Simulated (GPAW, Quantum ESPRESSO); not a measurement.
# Cu K ELNES/XANES of CuI (Marshite, F-43m) from DFT, part 2 of 4

Do two independent programs agree on the Cu K edge of CuI (Marshite, F-43m)? The same cell and functional are run with XSpectra and with GPAW.

Quantum ESPRESSO 7.5 and GPAW 26.7.0; core-hole supercells, plane-wave PAW LDA.

So far. Step 2 (Ground state of the crystal (Quantum ESPRESSO)): The mesh shows a gap of 0.92 eV, so the hole is first treated in a charged cell, without the excited electron. Step 3 (Spectrum without a core hole, Cu atom 2 (Quantum …): Main maxima below 30 eV (height): 4.6 eV (1.32), 8.0 eV (1.28), 12.4 eV (1.50), 17.7 eV (1.19) and 23.7 eV (1.24). A K edge sees empty p states on the absorber.

The database entry behind the starting cell differs from later determinations by our own check (about 0.15 % long (mineral sample)), so it need not match the best structure at ambient conditions.

### Step 6. Supercell with FCH, Cu atom 2 (Quantum ESPRESSO)

Level of this step: plane-wave PAW DFT, LDA, scalar-relativistic, self-consistent field (Quantum ESPRESSO).

The holes are 6.1 Å apart. The excited electron is left out and a uniform background balances the charge.

Input file scf.in:

```
&control
   calculation='scf', prefix='x', pseudo_dir='../pp', outdir='tmp', tprnfor=.true.
/
&system
   ibrav=0, nat=8, ntyp=3, nbnd=40
   ecutwfc=61, ecutrho=340
   occupations='fixed'
   tot_charge=1
/
&electrons
   conv_thr=8.0e-08, electron_maxstep=120
   mixing_beta=0.5
/
ATOMIC_SPECIES
I 1.0 I.lda-n-kjpaw.UPF
Cu0 1.0 Cu.lda-dn-kjpaw-1sch.UPF
Cu 1.0 Cu.lda-dn-kjpaw.UPF
CELL_PARAMETERS angstrom
  0.00000000 0.00000000 6.06300000
  6.06300000 0.00000000 0.00000000
  0.00000000 6.06300000 0.00000000
ATOMIC_POSITIONS crystal
I    0.00000000 0.00000000 0.00000000
I    0.00000000 0.50000000 0.50000000
I    0.50000000 0.50000000 0.00000000
I    0.50000000 0.00000000 0.50000000
Cu0  0.75000000 0.75000000 0.75000000
Cu   0.75000000 0.25000000 0.25000000
Cu   0.25000000 0.25000000 0.75000000
Cu   0.25000000 0.75000000 0.25000000
K_POINTS automatic
3 3 3 0 0 0
```

The run is started by

```
$ OMP_NUM_THREADS=1 mpirun --oversubscribe --bind-to none -np 4 pw.x -nk 4 -in scf.in > scf.out
```

Output:

```text
     [... banner and references ...]
[banner, memory and clock lines left out]
using ibrav=0 with symmetry is DISCOURAGED, use correct ibrav instead

     G-vector sticks info

     bravais-lattice index     =            0
     lattice parameter (alat)  =      11.4574  a.u.
     unit-cell volume          =    1504.0397 (a.u.)^3
     number of atoms/cell      =            8
     number of atomic types    =            3
     number of electrons       =        72.00
     number of Kohn-Sham states=           40
     kinetic-energy cutoff     =      61.0000  Ry
     charge density cutoff     =     340.0000  Ry
     scf convergence threshold =      8.0E-08
     mixing beta               =       0.5000
     number of iterations used =            8  plain     mixing
     Exchange-correlation= SLA  PZ   NOGX NOGC
                           (   1   1   0   0   0   0   0)

     celldm(1)=  11.457409  celldm(2)=   0.000000  celldm(3)=   0.000000
     celldm(4)=   0.000000  celldm(5)=   0.000000  celldm(6)=   0.000000

     crystal axes: (cart. coord. in units of alat)
               a(1) = (   0.000000   0.000000   1.000000 )
               a(2) = (   1.000000   0.000000   0.000000 )
               a(3) = (   0.000000   1.000000   0.000000 )

     reciprocal axes: (cart. coord. in units 2 pi/alat)
               b(1) = (  0.000000  0.000000  1.000000 )
               b(2) = (  1.000000  0.000000  0.000000 )
               b(3) = (  0.000000  1.000000  0.000000 )

     ../pp/I.lda-n-kjpaw.UPF
     Pseudo is Projector augmented-wave + core cor, Zval =  7.0
     Shape of augmentation charge: PSQ
     Using radial grid of 1247 points,  6 beta functions with:
                l(1) =   0
[...]
ethr =  1.61E-09,  avg # of iterations =  6.0

     total energy              =   -2309.54056637 Ry
     estimated scf accuracy    <       0.00000018 Ry

     iteration # 10     ecut=    61.00 Ry     beta= 0.50
     Davidson diagonalization with overlap
     ethr =  2.46E-10,  avg # of iterations =  2.5

     End of self-consistent calculation

          k = 0.0000 0.0000 0.0000 ( 12053 PWs)   bands (ev):

    -8.6088  -7.8735  -7.8735  -7.8735  -2.2804  -2.2804  -2.2804  -2.2397
    -2.2397  -0.6491   0.1440   0.1440   1.7456   1.7456   1.7456   1.8552
     1.8552   1.8552   2.2279   2.2279   2.2279   3.6105   3.7391   3.7391
     3.7932   3.7932   3.8263   3.8403   3.8403   3.8403   4.0831   4.0831
     4.0831   5.3109   5.3109   5.3109   6.1646   7.8832   7.9706   7.9706

     [... bands of 3 further k-points ...]

     highest occupied, lowest unoccupied level (ev):     5.3109    6.1646

!    total energy              =   -2309.54056639 Ry
     total all-electron energy =    -69444.266485 Ry
     estimated scf accuracy    <       0.00000001 Ry

     The total energy is the sum of the following terms:
     one-electron contribution =    -303.62048086 Ry
     hartree contribution      =     223.31622932 Ry
     xc contribution           =    -241.09420499 Ry
     ewald contribution        =    -325.25939975 Ry
     one-center paw contrib.   =   -1662.88271010 Ry

     convergence has been achieved in  10 iterations

     Forces acting on atoms (cartesian axes, Ry/au):

     atom    1 type  1   force =     0.00875933    0.00875933    0.00875933
     atom    2 type  1   force =    -0.00875933   -0.00875933    0.00875933
     atom    3 type  1   force =    -0.00875933    0.00875933   -0.00875933
[...]
atom    7 type  3   force =     0.00000000    0.00000000    0.00000000
     atom    8 type  3   force =     0.00000000    0.00000000    0.00000000

     Total force =     0.030343     Total SCF correction =     0.000140

     XML data file, charge density, pseudopotentials, collected wavefunctions
```

Run time: 25 s. Hardware: 4 MPI ranks of Arm Neoverse V1, shared host; peak memory 0.29 GiB.

Energy with the hole: -944837.379 eV, cores included.

### Step 7. Spectrum with FCH, Cu atom 2 (Quantum ESPRESSO)

The Lanczos recursion gives the spectrum without computing empty bands; each polarisation needs a run of its own on the full k mesh. xe0 is set between filled and empty states, and states below it are cut. The file of filecore holds the core orbital, taken from the hole-free data set.

Input file xspectra.in:

```
&input_xspectra
   calculation='xanes_dipole', edge='K'
   prefix='x', outdir='tmp', xiabs=2, xe0=5.7378
   xonly_plot=.false., x_save_file='xanes.sav'
   xniter=3000, xcheck_conv=20, xerror=0.005
   xcoordcrys=.false., xepsilon(1)=1, xepsilon(2)=0, xepsilon(3)=0
/
&plot
   xnepoint=413, xemin=-10, xemax=45, terminator=.true., cut_occ_states=.true.
   xgamma=0.4
/
&pseudos
   filecore='../Cu.wfc'
/
&cut_occ
   cut_desmooth=0.1, cut_stepl=0.05, cut_stepu=0.05, cut_ierror=1e-5
/
3 3 3 0 0 0
```

The run is started by

```
$ OMP_NUM_THREADS=1 mpirun --oversubscribe --bind-to none -np 4 xspectra.x -nk 4 -in xspectra.in > xspectra.out
```

Output:

```text
     [... banner and references ...]
Reading input_file

     calculation: xanes_dipole

     xepsilon  [cartesian coordinates]:   1.000000   0.000000   0.000000

     xonly_plot: FALSE
        => complete calculation: Lanczos + spectrum plot

     filecore (core-wavefunction file): ../Cu.wfc

     main plot parameters:
        cut_occ_states: TRUE
        gamma_mode:  constant
        -> using xgamma [eV]:  0.40
        xemin [eV]: -10.00
        xemax [eV]:  45.00
        xnepoint:  413
        xe0 [eV]:   5.737800 (energy zero read in input file)

     WARNING: variable ef_r is obsolete

                      Reading SCF save directory: x.save

     tmp/x.save/

     Exchange-correlation= PZ
                           (   1   1   0   0   0   0   0)

     G-vector sticks info

                           Getting the Fermi energy

     From SCF save directory:
        ehomo [eV]:    5.3109 (highest occupied level)
        elumo [eV]:    6.1646 (lowest occupied level)
        ef    [eV]:    5.3109

     -> ef (in eV) will be written in x_save_file

                           Energy zero of the spectrum

     -> ef will NOT be used as energy zero of the spectrum
       (because xe0 read in input file)

     G-vector sticks info

     bravais-lattice index     =            0
     lattice parameter (alat)  =      11.4574  a.u.
     unit-cell volume          =    1504.0397 (a.u.)^3
     number of atoms/cell      =            8
     number of atomic types    =            3
     number of electrons       =        72.00
     number of Kohn-Sham states=           40
     kinetic-energy cutoff     =      61.0000  Ry
     charge density cutoff     =     340.0000  Ry
     Exchange-correlation= PZ
                           (   1   1   0   0   0   0   0)

     celldm(1)=  11.457409  celldm(2)=   0.000000  celldm(3)=   0.000000
     celldm(4)=   0.000000  celldm(5)=   0.000000  celldm(6)=   0.000000

     crystal axes: (cart. coord. in units of alat)
               a(1) = (   0.000000   0.000000   1.000000 )
               a(2) = (   1.000000   0.000000   0.000000 )
               a(3) = (   0.000000   1.000000   0.000000 )

     reciprocal axes: (cart. coord. in units 2 pi/alat)
               b(1) = (  0.000000  0.000000  1.000000 )
               b(2) = (  1.000000  0.000000  0.000000 )
               b(3) = (  0.000000  1.000000  0.000000 )

     ../pp/I.lda-n-kjpaw.UPF
     Pseudo is Projector augmented-wave + core cor, Zval =  7.0
     Shape of augmentation charge: PSQ
     Using radial grid of 1247 points,  6 beta functions with:
                l(1) =   0
                l(2) =   0
                l(3) =   1
                l(4) =   1
                l(5) =   2
                l(6) =   2
     Q(r) pseudized with 0 coefficients

     PseudoPot. #2 for Cu:     Pseudo is Projector augmented-wave + core cor, Zval = 12.0

     PseudoPot. #3 for Cu:     Pseudo is Projector augmented-wave + core cor, Zval = 11.0

     atomic species   valence    mass     pseudopotential
     I                 7.00     1.00000     I ( 1.00)
     Cu0              12.00     1.00000     Cu( 1.00)
     Cu               11.00     1.00000     Cu( 1.00)

     24 Sym. Ops. (no inversion) found

   Cartesian axes

     site n.     atom                  positions (alat units)
         1        I      tau(   1) = (   0.0000000   0.0000000   0.0000000  )
         2        I      tau(   2) = (   0.5000000   0.5000000   0.0000000  )
         3        I      tau(   3) = (   0.5000000   0.0000000   0.5000000  )
         4        I      tau(   4) = (   0.0000000   0.5000000   0.5000000  )
         5        Cu0    tau(   5) = (   0.7500000   0.7500000   0.7500000  )
         6        Cu     tau(   6) = (   0.2500000   0.2500000   0.7500000  )
         7        Cu     tau(   7) = (   0.2500000   0.7500000   0.2500000  )
         8        Cu     tau(   8) = (   0.7500000   0.2500000   0.2500000  )

     number of k points=    27
                       cart. coord. in units 2pi/alat
[...]
k(    4) = (   0.3333333   0.0000000   0.0000000), wk =   0.0740741
        k(    5) = (   0.3333333   0.3333333   0.0000000), wk =   0.0740741
[...]
k(   25) = (   0.6666667   0.0000000   0.6666667), wk =   0.0740741
        k(   26) = (   0.6666667   0.3333333   0.6666667), wk =   0.0740741
        k(   27) = (   0.6666667   0.6666667   0.6666667), wk =   0.0740741

     Dense  grid:   159435 G-vectors     FFT dimensions: (  72,  72,  72)

     Smooth grid:    97137 G-vectors     FFT dimensions: (  60,  60,  60)

     The potential is recalculated from file :
     tmp/x.save/charge-density

     Starting wfcs are   52 atomic wfcs
     Checking if some PAW data can be deallocated...

               Reading core wavefunction file for the absorbing atom

     ../Cu.wfc successfully read

                              Attributing the PAW radii
                     for the absorbing atom [units: Bohr radius]

        PAW proj 1: r_paw(l= 0)= 3.15  (1.5*r_cut)
        PAW proj 2: r_paw(l= 0)= 3.15  (1.5*r_cut)
        PAW proj 3: r_paw(l= 1)= 3.15  (1.5*r_cut)
        PAW proj 4: r_paw(l= 1)= 3.15  (1.5*r_cut)
        PAW proj 5: r_paw(l= 2)= 2.70  (1.5*r_cut)
        PAW proj 6: r_paw(l= 2)= 2.70  (1.5*r_cut)

        NB: The calculation will not necessary use all these r_paw values.
            - For a edge in the electric-dipole approximation,
              only the r_paw(l=1) values are used.
            - For a K edge in the electric-quadrupole approximation,
              only the r_paw(l=2) values are used.

            - For a L2 or L3 edge in the electric-quadrupole approximation,

              all projectors (s, p and d) are used.

                          Starting XANES calculation
                     in the electric dipole approximation

     Method of calculation based on the Lanczos recursion algorithm
        - STEP 1: Construction of a kpoint-dependent Lanczos basis,
          in which the Hamiltonian is tridiagonal (each 'iter'
          corresponds to the calculation of one more Lanczos vector)
        - STEP 2: Calculation of the cross-section as a continued fraction
          averaged over the k-points.

     ... Begin STEP 1 ...

        Radial transition matrix element(s) used in the calculation of the
        initial vector of the Lanczos basis (|tilde{phi}_abs> normalized)
        | For PAW proj. (l=1) #1: radial matrix element =   0.003744213
        | For PAW proj. (l=1) #2: radial matrix element =   0.007051995

NB: the     7 k-point are not all listed below because npool=  4
        |-------------------------------------------------------------
        ! k-point #     1:  ( 0.0000,  0.0000,  0.0000),  0.0741,   1
        |-------------------------------------------------------------
 okvan= T
        |   Norm of the initial Lanczos vector: 0.52160500E-02
        |   Estimated error at iter     20:   1.00966949
        |   Estimated error at iter     40:   0.17360875
        |   Estimated error at iter     60:   0.30570517
        |   Estimated error at iter     80:   0.24121809
        |   Estimated error at iter    100:   0.39388678
[...]
!   => CONVERGED at iter    300 with error=  0.00425527
        |-------------------------------------------------------------
        ! k-point #     2:  ( 0.0000,  0.3333,  0.0000),  0.0741,   1
        |-------------------------------------------------------------
 okvan= T
        |   Norm of the initial Lanczos vector: 0.52160610E-02
[...]
!   => CONVERGED at iter    480 with error=  0.00236704
        |-------------------------------------------------------------
     [... 4 further k-points ...]
        ! k-point #     7:  ( 0.6667,  0.0000,  0.0000),  0.0741,   1
        |-------------------------------------------------------------
 okvan= T
        |   Norm of the initial Lanczos vector: 0.52160598E-02
[...]
|   Estimated error at iter    400:   0.01133668
        |   Estimated error at iter    420:   0.00594240
        |   Estimated error at iter    440:   0.01445741
        !   => CONVERGED at iter    460 with error=  0.00440171

     Results of STEP 1 successfully written in x_save_file
     x_save_file name:
     ->  xanes.sav
     x_save_file version:  2

     ... End STEP 1 ...

     ... Begin STEP 2 ...

     The spectrum is calculated using the following parameters:
        xe0 [eV]:    5.7378
        the occupied states are elimintate from the spectrum
        xemin [eV]: -10.00
        xemax [eV]:  45.00
        xnepoint:  413
        constant broadening parameter [eV]:    0.400
        Core level energy [eV]:  -8979.
         (from electron binding energy of neutral atoms in X-ray data booklet)

     Cross-section successfully written in xanes.dat

     ... End STEP 2 ...

                                END JOB XSpectra
```

Elapsed: 55 s, on 4 MPI ranks; peak memory 0.21 GiB.

The Cu K spectrum, Cu atom 2, full core hole (charged cell) (energy from the lowest empty level; intensity scaled to a mean of 1 over the first 20 eV; folded afterwards to Lorentzian half width 0.78 eV up to 4 eV, rising linearly to 1.75 eV at 25 eV; the points at xe0, where the cut of filled states can leave a spike, are interpolated):

| E (eV) | intensity |
| --- | --- |
| -2.0 | 0.09 |
| -0.5 | 0.15 |
| 1.0 | 0.33 |
| 2.5 | 0.85 |
| 4.0 | 1.45 |
| 5.5 | 1.21 |
| 7.0 | 1.06 |
| 8.5 | 1.05 |
| 10.0 | 1.14 |
| 11.5 | 1.16 |
| 13.0 | 1.02 |
| 14.5 | 1.03 |
| 16.0 | 0.97 |
| 17.5 | 0.86 |
| 19.0 | 0.93 |
| 20.5 | 0.97 |
| 22.0 | 0.98 |
| 23.5 | 1.02 |
| 25.0 | 0.98 |
| 26.5 | 0.94 |
| 28.0 | 1.07 |
| 29.5 | 1.30 |
| 31.0 | 1.21 |

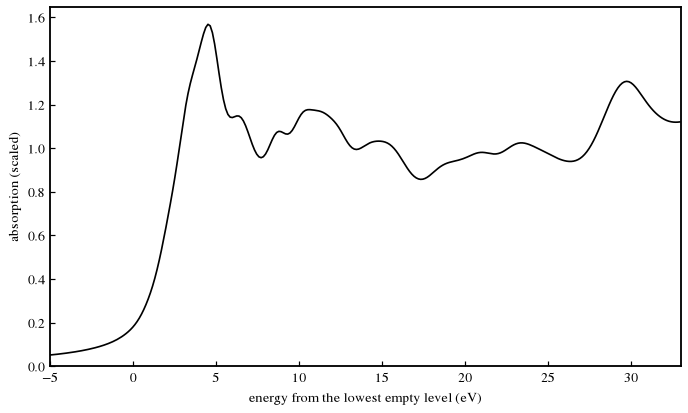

The Cu K edge, Cu atom 2, full core hole (charged cell): main maxima at 4.5, 10.7 and 29.8 eV.

Main maxima below 30 eV (height): 4.5 eV (1.57), 10.7 eV (1.18), 14.8 eV (1.03), 23.3 eV (1.02) and 29.8 eV (1.31). 

The hole costs E(hole) − E(ground) = 8989.67 eV, and the lowest empty level of the hole cell lies at 6.16 eV, which puts the zero at 8995.84 eV. One term is added: -29.79 eV, since the hole is spin-paired here and a spin-polarised one costs that much less in the free atom (computed apart). The photon energy is then 8966.05 eV. The tabulated edge of the element is 8979 eV. The functional and the charged cell's background leave an error in such absolute values: in the free atom LDA prices this hole 18.3 eV below PBE (computed apart), and PBE is itself good to a few eV.

### Step 8. Supercell with XCH, Cu atom 2 (Quantum ESPRESSO)

The holes are 6.1 Å apart. The excited electron is kept in the cell, where it fills the lowest empty states and screens the hole.

Changed against the first core-hole run: core hole to XCH.

scf.in: that of step 6 with these lines changed.

```diff
@@ -4,6 +4,5 @@
 &system
-   ibrav=0, nat=8, ntyp=3, nbnd=40
+   ibrav=0, nat=8, ntyp=3, nbnd=45
    ecutwfc=61, ecutrho=340
-   occupations='fixed'
-   tot_charge=1
+   occupations='smearing', smearing='gaussian', degauss=0.003
 /
```

The run is started by

```
$ OMP_NUM_THREADS=1 mpirun --oversubscribe --bind-to none -np 4 pw.x -nk 4 -in scf.in > scf.out
```

Output:

```text
     [... banner and references ...]
[banner, memory and clock lines left out]
using ibrav=0 with symmetry is DISCOURAGED, use correct ibrav instead

     G-vector sticks info

     bravais-lattice index     =            0
     lattice parameter (alat)  =      11.4574  a.u.
     unit-cell volume          =    1504.0397 (a.u.)^3
     number of atoms/cell      =            8
     number of atomic types    =            3
     number of electrons       =        73.00
     number of Kohn-Sham states=           45
     kinetic-energy cutoff     =      61.0000  Ry
     charge density cutoff     =     340.0000  Ry
     scf convergence threshold =      8.0E-08
     mixing beta               =       0.5000
     number of iterations used =            8  plain     mixing
     Exchange-correlation= SLA  PZ   NOGX NOGC
                           (   1   1   0   0   0   0   0)

     celldm(1)=  11.457409  celldm(2)=   0.000000  celldm(3)=   0.000000
     celldm(4)=   0.000000  celldm(5)=   0.000000  celldm(6)=   0.000000

     crystal axes: (cart. coord. in units of alat)
               a(1) = (   0.000000   0.000000   1.000000 )
               a(2) = (   1.000000   0.000000   0.000000 )
               a(3) = (   0.000000   1.000000   0.000000 )

     reciprocal axes: (cart. coord. in units 2 pi/alat)
               b(1) = (  0.000000  0.000000  1.000000 )
               b(2) = (  1.000000  0.000000  0.000000 )
               b(3) = (  0.000000  1.000000  0.000000 )

     ../pp/I.lda-n-kjpaw.UPF
     Pseudo is Projector augmented-wave + core cor, Zval =  7.0
     Shape of augmentation charge: PSQ
     Using radial grid of 1247 points,  6 beta functions with:
[...]
iteration #  9     ecut=    61.00 Ry     beta= 0.50
     Davidson diagonalization with overlap
     ethr =  3.86E-10,  avg # of iterations =  4.8

     End of self-consistent calculation

          k = 0.0000 0.0000 0.0000 ( 12053 PWs)   bands (ev):

    -8.6148  -7.8693  -7.8693  -7.8693  -1.7386  -1.7386  -1.7386  -1.6994
    -1.6994  -0.5540   0.0759   0.0759   1.7357   1.7357   1.7357   1.7865
     1.7865   1.7865   2.2361   2.2361   2.2361   3.5908   3.6780   3.6780
     3.7395   3.7395   3.7555   3.7744   3.7744   3.7744   4.0248   4.0248
     4.0248   5.2792   5.2792   5.2792   6.1451   7.8670   7.8735   7.8735
     7.8735   8.1687   8.1687  10.1248  10.1248

     [... bands of 3 further k-points ...]

     the Fermi energy is     7.6247 ev

!    total energy              =   -2309.01017044 Ry
     total all-electron energy =    -69443.736089 Ry
     estimated scf accuracy    <       0.00000002 Ry
     smearing contrib. (-TS)   =      -0.00029960 Ry
     internal energy E=F+TS    =   -2309.00987083 Ry

     The total energy is F=E-TS. E is the sum of the following terms:
     one-electron contribution =    -302.70290543 Ry
     hartree contribution      =     223.79380029 Ry
     xc contribution           =    -241.86447672 Ry
     ewald contribution        =    -325.25939975 Ry
     one-center paw contrib.   =   -1662.97688922 Ry

     convergence has been achieved in   9 iterations

     Forces acting on atoms (cartesian axes, Ry/au):

     atom    1 type  1   force =     0.01906636    0.01906636    0.01906636
     atom    2 type  1   force =    -0.01906636   -0.01906636    0.01906636
     atom    3 type  1   force =    -0.01906636    0.01906636   -0.01906636
[...]
atom    7 type  3   force =     0.00000000    0.00000000    0.00000000
     atom    8 type  3   force =     0.00000000    0.00000000    0.00000000

     Total force =     0.066048     Total SCF correction =     0.000156

     XML data file, charge density, pseudopotentials, collected wavefunctions
```

Run time: 24 s. Hardware: 4 MPI ranks; peak memory 0.29 GiB.

Energy with the hole: -944830.162 eV, cores included.

### Step 9. Excitation energy, Cu atom 2 (Quantum ESPRESSO)

With the excited electron kept in the cell the system stays neutral, and the energy difference is an excitation energy by itself. In a small cell that electron takes up a good share of the lowest empty band, or all of one, which shifts the value from the true onset.

The total-energy difference is 8996.89 eV. With the free-atom term of -29.79 eV for this edge, the photon energy is 8967.10 eV.

[end of part 2 of 4]

[Banner, clock and machine lines of the logs are left out without a mark of their own.]

[Logs are printed without paths, hosts, clocks, repeated set-up lines and the standing remarks that a program may print on its own settings, such as how far it seeks lower states.]

[Hosts, paths, dates, database ids (printed as entryN), source tags and the programs' standing remarks are cut or masked in the printed files.]

[Lists of maxima count a maximum above −3 eV only where it reaches 4 % of the highest in the window and stands out from its surroundings by 2 % of it (1.5 % where it reaches 55 %); shoulders and weaker maxima are passed over, and of the rest the first, up to two pre-edge ones and the few strongest are named.]
